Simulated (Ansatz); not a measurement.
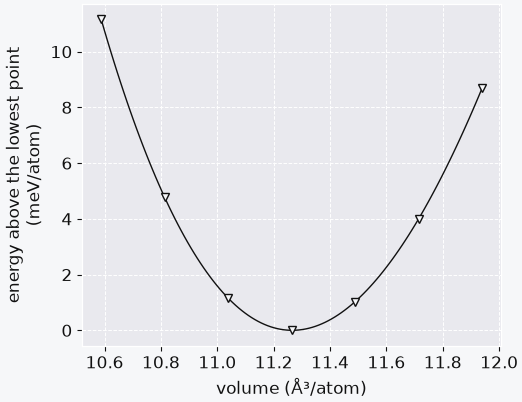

The picture above shows the energy above the lowest point against volume for O₃F₂, space group Pn-3m (No. 224) (one of a set of cubic test structures, which need not be the stable phase).

Method: equation of state of a cubic crystal from periodic Kohn-Sham density functional theory without spin, third-order Birch-Murnaghan fit to the free energies; pressure corrected for the finite basis (Ansatz 0.2.0 development build). Level: PBE.

- structure type: cubic X2O3
- atoms in cell: 10
- space group number: 224
- lattice centring: simple cubic
- k mesh: 8×8×8
- occupation method: Fermi–Dirac
- occupation width: 0.06123 eV
- wave cutoff: 700 eV
- datasets: hard PAW
- density tolerance: 1e−09 eV
- bands: 42
- density cutoff ratio: 4
- search for lower states: default

From this curve and the settings, what does the calculation give for the pressure at the same points?

The pressure falls from 5.610 GPa at volume 10.59 Å³/atom to −3.897 GPa at 11.94 Å³/atom, and changes sign near 11.27 Å³/atom.

| volume (Å³/atom) | pressure (GPa) |
| --- | --- |
| 10.59 | 5.610 |
| 10.81 | 3.520 |
| 11.04 | 1.663 |
| 11.26 | 0.010 |
| 11.49 | −1.450 |
| 11.71 | −2.748 |
| 11.94 | −3.897 |

Caveats: cubic model structure, not the ambient form; modest k-mesh, values are not fully converged in k; no spin polarisation, a magnetic state may lie lower.
